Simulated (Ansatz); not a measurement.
Ti$_{15}$Si$_{32}$ (cell with a defect)

```cif
data_structure
_symmetry_space_group_name_H-M 'P 1'
_symmetry_Int_Tables_number 1
_cell_length_a 9.5577
_cell_length_b 8.2258
_cell_length_c 8.5221
_cell_angle_alpha 90.000
_cell_angle_beta 90.000
_cell_angle_gamma 90.000
_cell_volume 670.01
loop_
_atom_site_label
_atom_site_type_symbol
_atom_site_fract_x
_atom_site_fract_y
_atom_site_fract_z
_atom_site_occupancy
Ti1 Ti 0.12430 0.25000 0.75000 1
Ti2 Ti 0.12280 0.75000 0.25000 1
Ti3 Ti 0.37500 0.75000 0.75000 1
Ti4 Ti 0.62570 0.25000 0.75000 1
Ti5 Ti 0.62720 0.75000 0.25000 1
Ti6 Ti 0.87500 0.25000 0.25000 1
Ti7 Ti 0.37500 0.25000 0.25000 1
Ti8 Ti 0.74905 0.49594 0.49807 1
Ti9 Ti 0.00095 0.00406 0.49807 1
Ti10 Ti 0.00095 0.49594 0.00193 1
Ti11 Ti 0.24763 0.50257 0.50132 1
Ti12 Ti 0.50237 0.99743 0.50132 1
Ti13 Ti 0.50237 0.50257 0.99868 1
Ti14 Ti 0.74905 0.00406 0.00193 1
Ti15 Ti 0.24763 0.99743 0.99868 1
Si1 Si 0.62528 0.08510 0.25202 1
Si2 Si 0.87500 0.59153 0.25000 1
Si3 Si 0.87500 0.09284 0.75000 1
Si4 Si 0.12472 0.08510 0.24798 1
Si5 Si 0.37500 0.58820 0.25000 1
Si6 Si 0.37500 0.08758 0.75000 1
Si7 Si 0.62490 0.58680 0.74809 1
Si8 Si 0.12510 0.58680 0.75191 1
Si9 Si 0.62528 0.41490 0.24798 1
Si10 Si 0.87500 0.90847 0.25000 1
Si11 Si 0.87500 0.40716 0.75000 1
Si12 Si 0.12472 0.41490 0.25202 1
Si13 Si 0.37500 0.91180 0.25000 1
Si14 Si 0.37500 0.41242 0.75000 1
Si15 Si 0.62490 0.91320 0.75191 1
Si16 Si 0.12510 0.91320 0.74809 1
Si17 Si 0.75038 0.15832 0.50070 1
Si18 Si 0.99108 0.67055 0.50820 1
Si19 Si 0.99962 0.15832 0.99930 1
Si20 Si 0.24990 0.16248 0.50086 1
Si21 Si 0.50136 0.66250 0.49936 1
Si22 Si 0.50010 0.16248 0.99914 1
Si23 Si 0.75892 0.67055 0.99180 1
Si24 Si 0.24864 0.66250 0.00064 1
Si25 Si 0.75892 0.82945 0.50820 1
Si26 Si 0.99962 0.34168 0.50070 1
Si27 Si 0.99108 0.82945 0.99180 1
Si28 Si 0.24864 0.83750 0.49936 1
Si29 Si 0.50010 0.33752 0.50086 1
Si30 Si 0.50136 0.83750 0.00064 1
Si31 Si 0.75038 0.34168 0.99930 1
Si32 Si 0.24990 0.33752 0.99914 1
```

Computed without spin polarisation.

Method: DFT r2SCAN, scalar-relativistic, plane waves, PAW in Ansatz.

Predict the valence pseudo-density and electron localisation function between the atoms.

Si–Si (2.49 Å): ρ is about 0.41 e/Å³ halfway; the ELF peaks at about 0.75 between the atoms.
Ti–Si (2.53 Å): ρ is about 0.34 e/Å³ halfway; the ELF peaks at about 0.75 in the valence shell of Si, 0.9 Å from its nucleus, and is about 0.40 at the midpoint.
Si–Si (2.54 Å): ρ is about 0.41 e/Å³ halfway; the ELF peaks at about 0.85 between the atoms.

Does the calculation give a band gap?

It is gapless in this calculation (a metal or semimetal).

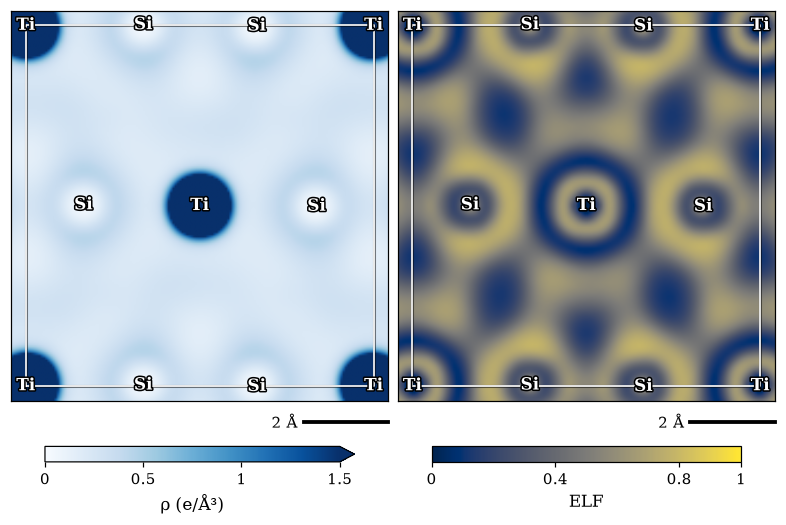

Computed valence pseudo-density and electron localisation function on the (100) plane of the calculation cell, in this order. 

In a PAW calculation such maps are meaningful between the atoms, not at the nuclei.
